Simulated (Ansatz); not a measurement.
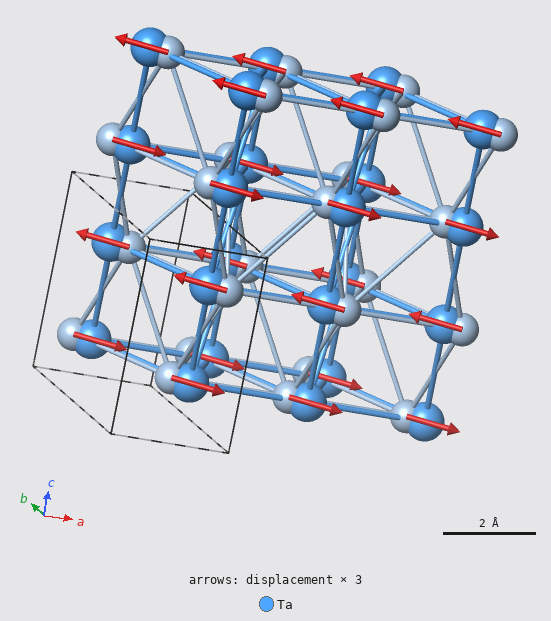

A relaxation of solid Ta (set up in P6_3/mmc). The starting structure is drawn faded, the final one solid; red arrows show the displacements, 3 times their true length.

Style: ball-and-stick. Shown: the cell of the calculation, repeated 3 × 1 × 2 with one cell outlined, slightly off an axis.

Level of theory: DFT LDA, scalar-relativistic, plane waves, PAW in Ansatz 0.2.0. (plane-wave cutoff 420 eV; k-point mesh 12 × 12 × 12; occupations gaussian; smearing width 0.15 eV; no spin polarisation)

### What happened in the run?

The largest moves, 0.41 Å, are those of Ta atoms. The cell stays as it was. Near-neighbour distances that change, for instance: Ta–Ta 3.017 → 3.529 Å, Ta–Ta 3.017 → 2.903 Å. The space group (tolerance 0.01 Å) goes from P6_3/mmc (No. 194) to Fmmm (No. 69).
